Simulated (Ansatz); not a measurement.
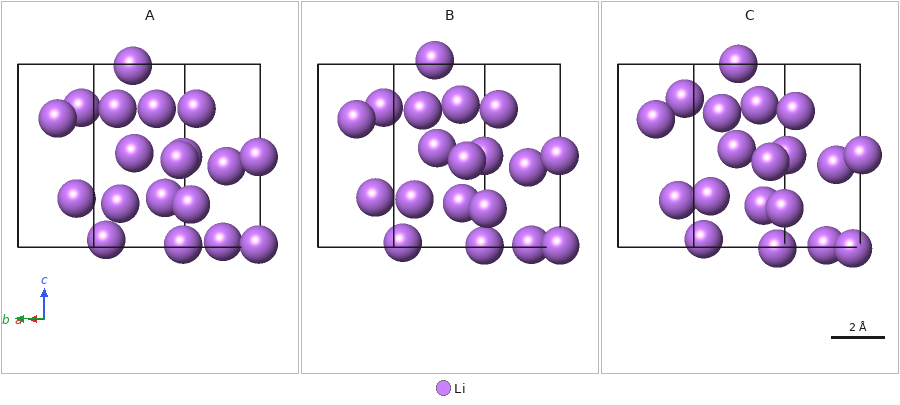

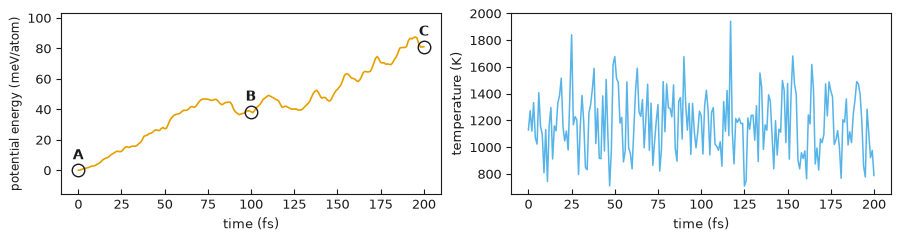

Molecular dynamics of Li with an interstitial Li (17 atoms in the cell), 200 fs long. Frames (A at 0 fs, B at 100 fs, C at 200 fs) and the history of the run. A spheres-only model of the simulation cell, seen from a free direction.

The calculation used Ansatz 0.2.0, DFT PBE-D3(BJ), scalar-relativistic, plane waves, PAW. Run with plane-wave cutoff 420 eV; k-point mesh 2 × 2 × 2; Fermi-Dirac smearing 0.1 eV; low-accuracy preset; Langevin thermostat (NVT); set temperature 1200 K; time step 1 fs; friction 1 per fs.

What happens in this trajectory?

Answer. In the second half of the run the atoms are, in the root-mean-square, this far from where they began (common drift taken out): Li 0.29 Å. That is small against the typical shortest distance between atoms in the first frame, about 2.7 Å: the atoms vibrate about their sites and the arrangement holds. Over the second half the temperature averages 1159 K (spread ±233 K). The potential energy is still drifting at the end, so the run hasn't reached equilibrium. The potential energy in the second half lies on average 57.9 meV per atom above the first frame. The friction is so strong that the slow modes are overdamped, and the motion no longer resembles free dynamics.

Limits of the set-up: the k-point mesh is coarse for a cell with partly filled bands; the program's low-accuracy preset was used; the periodic images lie only 7.0 Å apart, so the values are limited by the cell's size.
